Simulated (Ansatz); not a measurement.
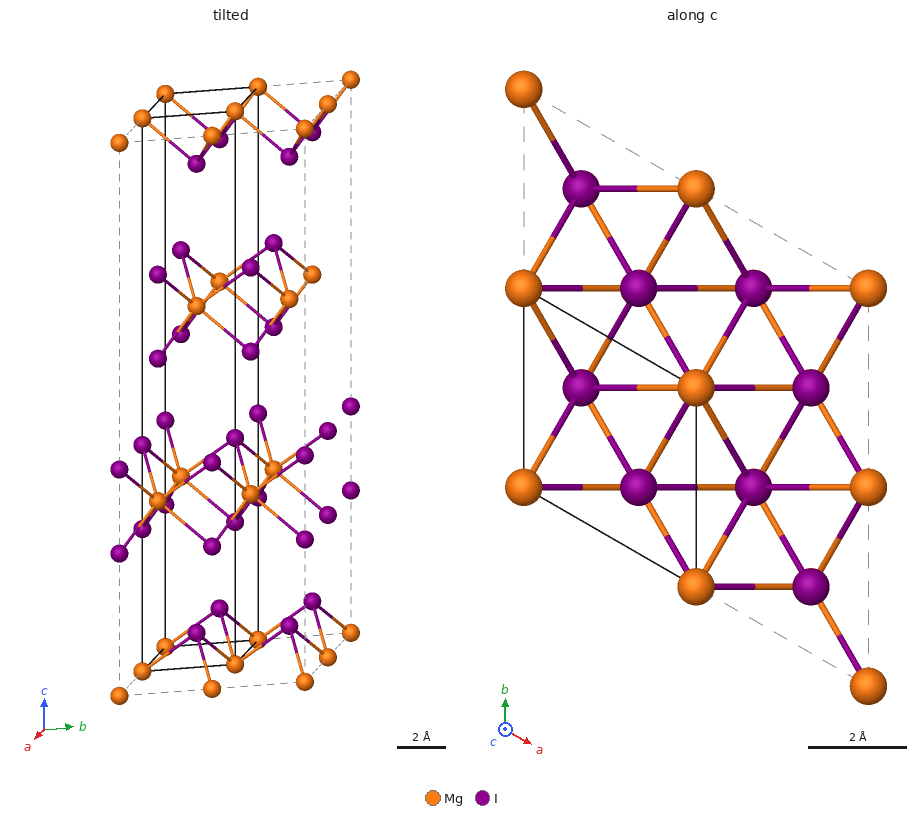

Ball-and-stick model, viewed slightly off an axis and along the c axis. The picture spans 2×2×1 cells, one conventional unit cell being drawn with solid lines.

MgI$_{2}$, space group R3m (No. 160), a = 4.10 Å, b = 4.10 Å, c = 24.33 Å, α = 90.00°, β = 90.00°, γ = 120.00°.

Electronic-structure method: Ansatz 0.2.0, DFT PBE, scalar-relativistic, plane waves, PAW. Parameters: plane-wave cutoff 420 eV, k-points about 0.16 Å⁻¹ apart, Gaussian smearing of 0.02 eV, no spin polarisation.

### What is the band gap, if any?

A semiconductor at this level, with a gap of 2.80 eV on the k-mesh (the true edges may lie between mesh points, so the gap can be somewhat smaller).

Origin of the cell: a structure type filled with these elements by a generator (whether the compound takes this form wasn't checked). What is shown is the relaxed result from DFT PBE, scalar-relativistic, plane waves, PAW in Ansatz.
